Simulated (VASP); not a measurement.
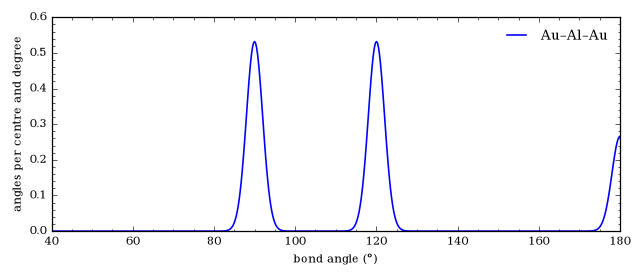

Bond-angle distributions computed from the structure of Al3Au; each angle is a Gaussian of σ = 2.0°. Bonds counted: Al–Au up to 3.14 Å. Basis of the simulation: the geometry relaxed with VASP, VASP Kohn-Sham DFT of a periodic cell, r2SCAN with D3(BJ), VASP PAW PBE potentials, recommended.

Question: Give the groups of angles for each curve.

Answer: Au–Al–Au: 90° (2.67 per centre); 120° (2.67 per centre); 180° (0.67 per centre)

The structure has space group I4/mmm (No. 139); other forms of this composition would give other results.
